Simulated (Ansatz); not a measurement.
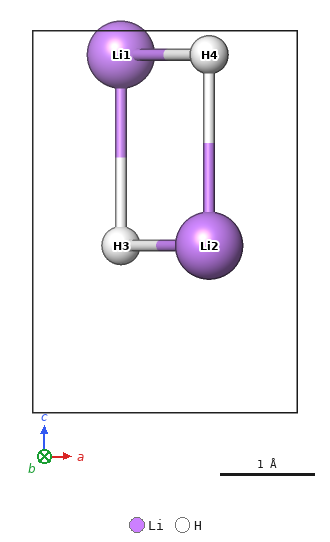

Fig. 1: The input geometry (ball-and-stick view of the cell of the calculation, along the b axis; atoms are numbered from 1 in the order of the input). An atom can appear more than once, as a periodic image. Near neighbours in the periodic cell (some may lie outside the picture): Li has 5 H at 1.88 to 2.03 Å; H has 5 Li at 1.88 to 2.03 Å.

Band-structure calculation of LiH

LiH (P6₃/mmc, 4 atoms in the cell), computed with DFT, LDA, plane waves, PAW, no spin polarisation (Ansatz 0.2.0).

The structure was built on a prototype by a generator. The geometry comes from this level: r2SCAN. Figures and captions count atoms from 1; the log counts them from 0 in places.

## Input
```yaml
crystal:
  lattice:
    - [3.2558279323, 0.0, 0.0]
    - [-1.6279139661, 2.8196296997, 0.0]
    - [0.0, 0.0, 4.0684430705]
  atoms:
    - { symbol: Li, position: [0.3333333333, 0.6666666667, -0.0625093483] }
    - { symbol: Li, position: [0.6666666667, 0.3333333333, 0.4374906517] }
    - { symbol: H, position: [0.3333333333, 0.6666666667, 0.4375093483] }
    - { symbol: H, position: [0.6666666667, 0.3333333333, 0.9375093483] }
kpoints:
  mp_grid: { grid: [12, 12, 6] }
  band_path:
    path:
      - [0.0, 0.0, 0.0]
      - [0.5, 0.0, 0.0]
      - [0.3333333333, 0.3333333333, 0.0]
      - [0.0, 0.0, 0.5]
      - [0.5, 0.0, 0.5]
      - [0.3333333333, 0.3333333333, 0.5]
    npoints: 1
hamiltonian:
  xc: lda
scf:
  occupations: { method: fixed }
  n_extra_bands: 5
output:
  forces: true
  stress: true
  eigenvalues: true
  write_density: true
  write_potential: true
  elf: true
  volumetric_format: npy
```

Launched with:
```bash
ansatz run input.yaml --threads 2 --pin off --max-ram 2211MiB --backend cpu --events-out ev --progress --plain --runs-dir out
```

## Log
```
Warning: the atoms were moved onto the symmetric positions of the space group found under crystal.symmetry.tolerance 1.0e-5 (fractional; no operation is sought that the atoms, as they stand in a round, miss by more than twice it, and no atom is moved by as much as it), and the run uses the moved positions. Before a round's move an operation carried an atom to 7.61e-5 Å from where it should land, the largest such distance. Atom 0 (counting from 0) moved farthest, by 3.80e-5 Å; the longest move in fractions of the cell, of whichever atom, is 0.93 of the tolerance, in 1 round. To run the atoms as typed, lower crystal.symmetry.tolerance until the operations that they miss are no longer found, or set crystal.symmetry.detect: false (a key that needs symmetry detection or time reversal refuses this as the deck is read). The positions used, in the order of the run's atom list: position: [0.3333333333333333, 0.6666666666666666, -0.06250000000000001]; position: [0.6666666666666666, 0.3333333333333333, 0.4375]; position: [0.3333333333333333, 0.6666666666666666, 0.4375]; position: [0.6666666666666666, 0.3333333333333333, 0.9375]; The lattice was moved too: crystal.lattice keeps the space group found at crystal.symmetry.tolerance 1.0e-5 only nearly: the operation that it misses by the most changes a squared length by the fraction 3.55e-11. The run uses the lattice that is a stretch of the typed one, with no rotation, onto the one that keeps every operation to a double's rounding (on a very oblique basis the stretch itself rounds by more); the deck's lattice vector that moved farthest moved by 3.17e-11 Å. To run the lattice as typed, set crystal.symmetry.detect: false, as for the atoms. crystal.lattice made exact, in Å and degrees: [[3.255827932286859, -2.8867542079653802e-11, 0.0], [-1.6279139661184294, 2.8196296997258146, 0.0], [0.0, 0.0, 4.0684430705]]. Pasted over the deck's crystal.lattice, beside positions in fractional coordinates, it runs the same cell (given as lengths and angles, that cell in the form's own orientation, a rigid turn of the misfit's size from the one run here, for which a checkpoint.post_process_only pass over this run's state can be refused: where this run relaxes nothing, give such a pass this deck's own crystal.lattice, as typed; behind a relaxation, as crystal.lattice, the state's own cell, identity.cell in its checkpoint.json), and a matrix so pasted ends this notice, except on a very skew basis of the lattice, where the rounding of the pasted numbers themselves can read as a misfit: the cell is then moved again, and that move is told again. The lattice as run is in this notice's lattice.as_run_ang field (Run.prep()["deck_notices"] in Python, the deck_notice line of an events file, deck_notices of ansatz run --dry-run=json, or deck_notices in record.json in the deck's checkpoint.write directory).
scf.n_extra_bands = 5 over 4 filled bands (N_el = 8.0): the run solves 9 bands
Engine: ansatz 0.2.0, x86_64-unknown-linux-gnu
Pseudopotentials: kind: paw
Pseudopotential: Li, paw, valence charge 3, recommended cutoff 420 eV (normal), Li.paw.azcp
Pseudopotential: H, paw, valence charge 1, recommended cutoff 420 eV (normal), H.paw.azcp
Functional definition: SPW92
  exchange = slater_x
  correlation = pw_c
Crystal: 4 atoms, lattice volume = 37.349 Å³
Basis set: ecut = 420 eV, 745 PW (Γ)
Bands: 9, of which v1, the nominal top of the filled ones, is band 4 counted from 1 (3 counted from 0)
Symmetry: 24 space group operations
Space group: P63/mmc (ITA 194), of the structure as read, at distance tolerance 3.3e-5 Å
k-points: 76 of 864
Non-local potential: Li, projectors of the file, l = 0: 3, l = 1: 2, l = 2: 1
Non-local potential: H, projectors of the file, l = 0: 2, l = 1: 1
PAW form: soft (Blöchl's): semilocal exchange-correlation on the pseudo side does not see the compensation charge
PAW one-centre angular grid: Li, 110 points (default); XC on 64 Gauss nodes
PAW one-centre angular grid: H, 110 points (default); XC on 64 Gauss nodes
Initial density: superposition of atomic densities (neutral atoms: chi_scale 0, normalization atom), corrected by the library's trained network
Initial wavefunctions: pseudopotential atomic-orbital guess
Functional: x = slater, c = lda
SCF iter   1: F=—  HF=-436.275175 eV  |F-HF|=—  |Δ(HF+E_count)|=         —  Δρ=1.28e-2  dr2=4.20e-2  ethr=1.77e-3  ⟨swp⟩=3.4  Hψ=3402  notcnv=0  defer=218
preconditioner: auto → none  [insulator: Δε(μ)=1.273 eV  Ē_g=10.524 eV  n_scr=2 (ndim 8)  ℏωp=12.2 eV  f_vac=0.000  ε∞_Penn≈2.3]
SCF iter   2: F=—  HF=-436.254447 eV  |F-HF|=—  |Δ(HF+E_count)|=   2.07e-2  Δρ=4.16e-3  dr2=3.96e-3  ethr=5.25e-4  ⟨swp⟩=1.3  Hψ=1322  notcnv=0  defer=191
SCF iter   3: F=—  HF=-436.251781 eV  |F-HF|=—  |Δ(HF+E_count)|=   2.67e-3  Δρ=2.07e-4  dr2=1.60e-5  ethr=4.95e-5  ⟨swp⟩=2.3  Hψ=1043  notcnv=0  defer=200
SCF iter   4: F=—  HF=-436.251782 eV  |F-HF|=—  |Δ(HF+E_count)|=   1.15e-7  Δρ=2.80e-5  dr2=4.72e-7  ethr=2.00e-7  ⟨swp⟩=2.1  Hψ=839  notcnv=0  defer=77
iter 5 did not close the SCF: its close was put off for the readings that it lacked (scf_convergence_deferred on its scf_iter line)
SCF iter   5: F=-436.251782 eV  HF=-436.251782 eV  |F-HF|=2.81e-11  |Δ(HF+E_count)|=   1.33e-7  Δρ=8.84e-7  dr2=3.02e-10  ethr=5.90e-9  ⟨swp⟩=1.0  Hψ=608  notcnv=0  defer=77
SCF iter   6: F=-436.251782 eV  HF=-436.251782 eV  |F-HF|=2.22e-12  |Δ(HF+E_count)|=  9.25e-11  Δρ=1.37e-7  dr2=3.54e-12  ethr=3.77e-12  ⟨swp⟩=7.4  Hψ=3889  notcnv=0
SCF 1 converged in 6 iterations: F = -436.251782 eV  dr2 = 3.54e-12
  greatest PAW one-centre occupation: 1.000 electrons in one spin orbital (limit 2), on the Li atom at site 1 (counted from 0), in its partial waves of l = 0
```

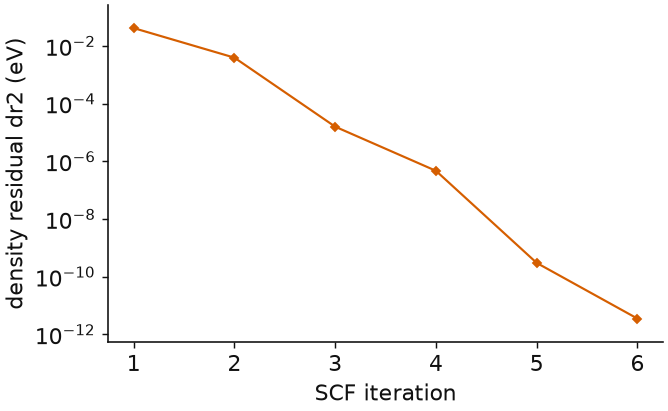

Fig. 2: Convergence of the self-consistent field: density residual dr2 against the SCF iteration. The residual falls at every step.

```
NSCF: frozen V_eff on 6 k-points
SCF converged after 6 iterations
Free energy (F): -436.251782 eV
Harris-Foulkes:  -436.251782 eV  (|F-HF|=2.22e-12)
Internal energy: -436.251782 eV  (E = F + TS)
E sigma→0 (E₀):  -436.251782 eV
Fermi energy:    0.372585 eV
--- Per-component energies (eV) ---
  E_band       = -182.868862
  E_kinetic    = 70.581041
  E_local      = -272.028523  (includes V_loc(G=0)·N_el)
  E_nonlocal   = -63.247756
  E_hartree    = 78.435253
  E_xc         = -39.047467
  E_vxc        = -50.935643  (∫ρ·V_xc dr)
  E_paw        = -37.938939  (= ΣΔE_a)
  E_vpaw       = -24.106287  (= ΣTr[D̂ρ^β])
  E_aug_tail   = -0.002215  (compensation charges beyond the density's cutoff)
  E_ewald      = -173.003174
  E_smearing   = -0.000000  (= −TS)
  E_closure    = -0.000000  (closes the sum)
  Σ components = -436.251782   (vs F -436.251782, Δ=0.00e0)
--- Forces (eV/Å), atoms counted from 1 ---
  atom   1  Li     0.00000000     0.00000000    -0.00000000
  atom   2  Li    -0.00000000    -0.00000000     0.00000000
  atom   3  H      0.00000000    -0.00000000    -0.00000000
  atom   4  H     -0.00000000     0.00000000     0.00000000
  max |Σ_I F_I| component: 8.96e-18 eV/Å
--- Stress (GPa, compression-positive) ---
       -2.121236      -0.000000      -0.000000
       -0.000000      -2.121236       0.000000
       -0.000000       0.000000      -2.262972
  P = ⅓ Tr σ = -2.1685 GPa (-21.685 kbar)
--- Band table (eV; the first three rows and the last of 76) ---
  k-point 0: bands = ["-43.4086", "-43.3438", "-4.9986", "0.3726", "3.0553", "10.6204", "10.6204", "11.6297", "13.3086"]
  k-point 1: bands = ["-43.4042", "-43.3481", "-4.8361", "-0.7668", "4.6052", "10.8531", "10.8531", "11.5248", "13.4682"]
  k-point 2: bands = ["-43.3922", "-43.3598", "-4.3412", "-2.2880", "7.2577", "11.1346", "11.5384", "11.5384", "13.5621"]
  k-point 75: bands = ["-43.3666", "-43.3666", "-1.8874", "-1.8874", "4.0636", "4.0636", "7.1116", "7.1116", "15.0317"]
```

## File bands.tsv
```
# k_distance	band_0	band_1	band_2	band_3	band_4	band_5	band_6	band_7	band_8
# fermi_ev = 0.372585
# lock_threshold_ev = 1e-6
# [0, 0, 0] at k_distance = 0.000000
# [0.5, 0, 0] at k_distance = 1.114186
# [0.3333333333, 0.3333333333, 0] at k_distance = 1.757462
# [0, 0, 0.5] at k_distance = 3.257957
# [0.5, 0, 0.5] at k_distance = 4.372143
# [0.3333333333, 0.3333333333, 0.5] at k_distance = 5.015419
# levels_relative_to = fermi_ev
# free_energy_ev = -436.251782
# largest_residual_norms_ev = 1.254e-4 1.474e-4 3.213e-4 3.574e-4 5.078e-4 6.756e-4 4.847e-4 5.992e-4 7.604e-4
0.000000	-43.781200	-43.716401	-5.371216	0.000000	2.682736	10.247836	10.247836	11.257094	12.935967
1.114186	-43.751216	-43.729968	-2.896742	-2.204224	4.280296	6.362338	6.887716	8.255825	9.124040
1.757462	-43.739570	-43.739570	-2.161513	-2.161513	1.454123	7.883387	7.883387	9.378039	10.476943
3.257957	-43.748526	-43.748526	-3.869021	-3.869021	9.434380	9.434380	12.230354	12.230354	12.230354
4.372143	-43.740261	-43.740261	-2.543252	-2.543252	3.959769	3.959769	9.067374	9.067374	11.138142
5.015419	-43.739228	-43.739228	-2.260003	-2.260003	3.691028	3.691028	6.738971	6.738971	14.659126
```

## File rho_z.tsv
```
# z_ang	rho[e/angstrom^3]
# format = ansatz-planar-average/11
# lattice	3.255827932	-0.000000000	0.000000000
# lattice	-1.627913966	2.819629700	0.000000000
# lattice	0.000000000	0.000000000	4.068443070
# sites	4
# site	3	0.000000000	1.879753133	-0.254277692
# site	3	1.627913966	0.939876567	1.779943843
# site	1	0.000000000	1.879753133	1.779943843
# site	1	1.627913966	0.939876567	3.814165379
0.000000	3.469238e-1
0.135615	2.063697e-1
0.271230	1.226174e-1
0.406844	8.870216e-2
0.542459	7.467867e-2
0.678074	6.811632e-2
0.813689	6.744585e-2
0.949303	7.242794e-2
1.084918	8.420453e-2
1.220533	1.107087e-1
1.356148	1.794318e-1
1.491762	3.084258e-1
1.627377	4.577257e-1
1.762992	5.373349e-1
1.898607	4.878036e-1
2.034222	3.469238e-1
2.169836	2.063697e-1
2.305451	1.226174e-1
2.441066	8.870216e-2
2.576681	7.467867e-2
2.712295	6.811632e-2
2.847910	6.744585e-2
2.983525	7.242794e-2
3.119140	8.420453e-2
3.254754	1.107087e-1
3.390369	1.794318e-1
3.525984	3.084258e-1
3.661599	4.577257e-1
3.797214	5.373349e-1
3.932828	4.878036e-1
```

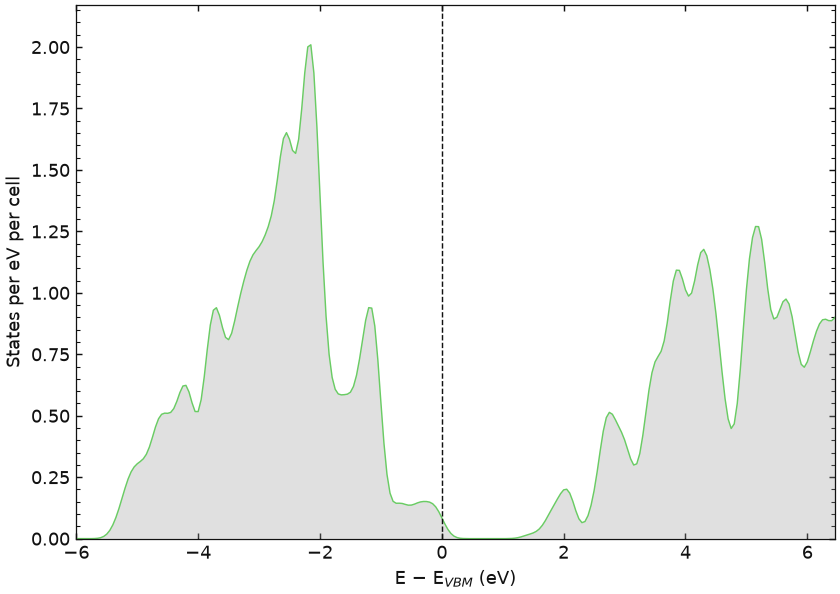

Fig. 3: Density of states (the curve is built from the levels of the k mesh with Gaussians 0.3 eV wide, which also blur the band edges), with energies from the valence-band top. There is a gap of 1.45 eV on the k-point mesh. Small ripples come from the finite k-point mesh.

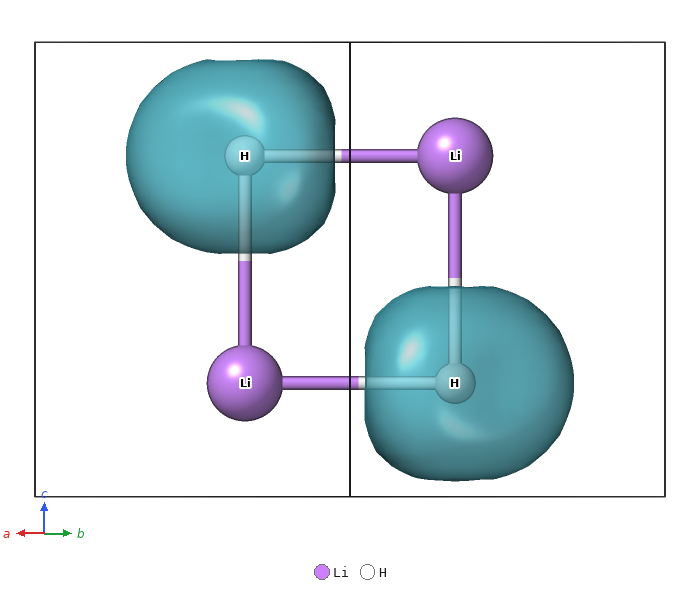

Fig. 4: Isosurface of the electron localisation function at 0.8 (cyan), seen along [110]. Core shells and regions of very low density are left out. Sticks mark near contacts. The outline is the cell set on symmetry axes. Profiles from the grid: Li–H (1.88 Å): the ELF climbs to about 1 towards the hydrogen, as it does in any bond to H. Core electrons are frozen (PAW), so the fields are smoothed inside the atomic spheres.

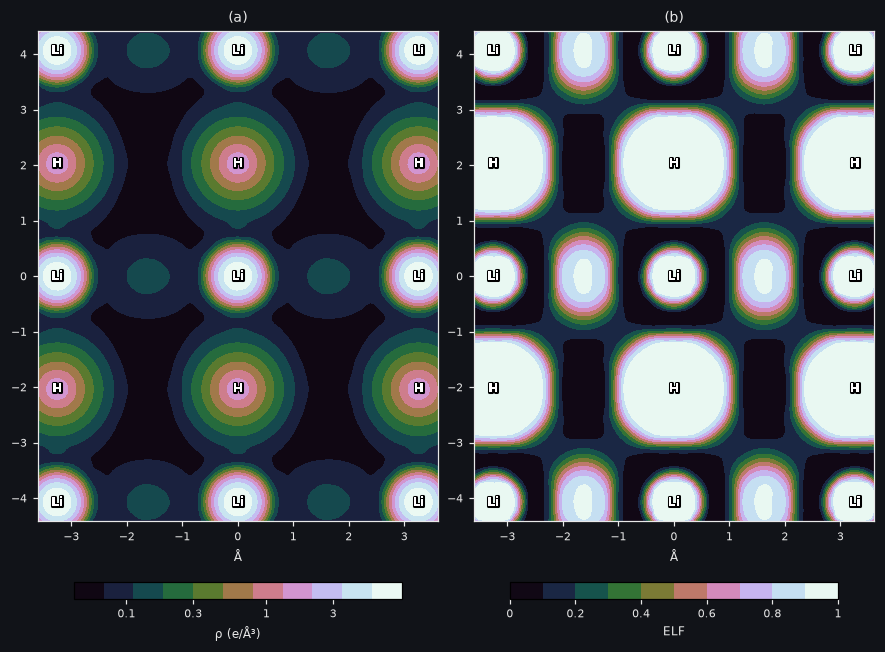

Fig. 5: (a) valence electron density; (b) ELF on the (100) plane of the conventional cell. The section cuts through Li and H sites. Away from the nuclei the density in this plane falls to 0.04 e/Å³ at its lowest. The strong features right at Li lie inside the PAW spheres (semicore, d or f shells) and say nothing about bonding.

## Summary

- outcome: converged
- space group (tolerance 0.01 Å): P6₃/mmc (194)
- electrons treated: 8
- free energy: −436.2518 eV
- Fermi energy: 0.373 eV
- gap on the k-point mesh: 1.45 eV
- pressure: −2.17 GPa
- largest force (length of the vector): under 0.001 eV/Å
- hardware: 2 threads of Intel Xeon (Granite Rapids), 32 GiB of memory available, shared host
- wall time: 0.85 s (CPU time 1.5 s)
- peak memory: 0.35 GiB

## Notes

Warnings of the run: the structure was made exactly symmetric.
